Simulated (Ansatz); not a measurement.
This input was run:

```
crystal:
  lattice:
    - [0.0, 2.8834704771, 2.8834704771]
    - [2.8834704771, 0.0, 2.8834704771]
    - [2.8834704771, 2.8834704771, 0.0]
  atoms:
    - { symbol: Al, position: [0.0, 0.0, 0.0] }
    - { symbol: Cu, position: [0.5, 0.5, 0.5] }
    - { symbol: Cu, position: [0.25, 0.25, 0.25] }
    - { symbol: Cu, position: [0.75, 0.75, 0.75] }
basis:
  ecutwfc: 420
kpoints:
  mp_grid: { grid: [12, 12, 12] }
  band_path:
    path:
      - [[0.0, 0.0, 0.0], [0.5, 0.0, 0.5], [0.625, 0.25, 0.625]]
      - [[0.375, 0.375, 0.75], [0.0, 0.0, 0.0], [0.5, 0.5, 0.5], [0.5, 0.25, 0.75], [0.5, 0.0, 0.5]]
    npoints: 14
hamiltonian:
  xc: pbesol
scf:
  occupations: { method: gaussian, width: 0.1 }
  n_extra_bands: 10
output:
  forces: true
  stress: true
  eigenvalues: true
  populations: true
  dos: { projected: true, de: 0.02, nscf_kmesh: { grid: [18, 18, 18] } }
  bader: true
  write_density: true
  write_potential: true
  elf: true
  volumetric_format: npy
```

Command:
```bash
ansatz run input.yaml --threads 1 --pin off --max-ram 2560MiB --backend cpu --events-out ev --progress --plain --runs-dir out
```

What will the band structure and density of states look like? The path is Γ–X–U|K–Γ–L–W–X.

A metal: 3 bands cross the Fermi level along this path. Bands cross the Fermi level on Γ–X, K–Γ, Γ–L and L–W, and not on X–U and W–X. At W the nearest levels lie 1.96 eV below and 5.59 eV above the Fermi level. The density of states at the Fermi level is about 1.1 per eV and cell (mean within 0.25 eV), or 0.27 per atom.

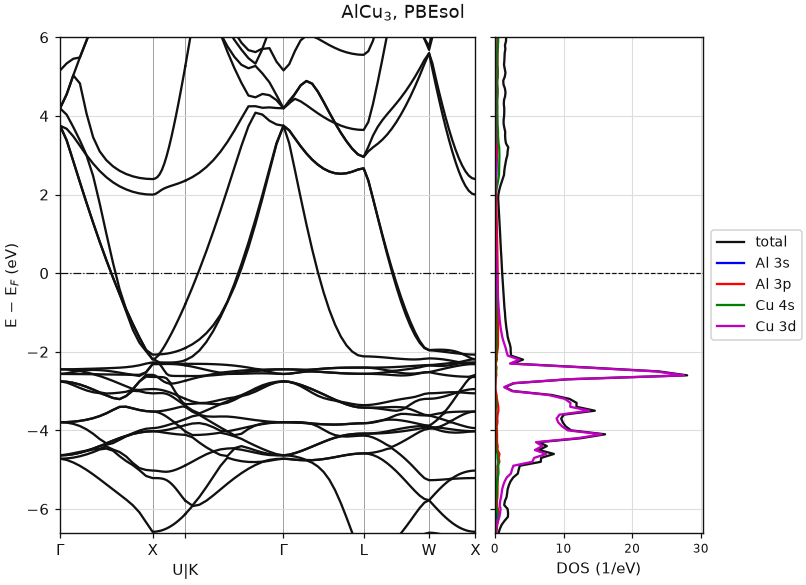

Band structure and density of states. Energies are counted from the Fermi level. The partial curves are projected on Löwdin-orthogonalised atomic shells; they sum to less than the total at higher energies, where shells without a projector contribute.
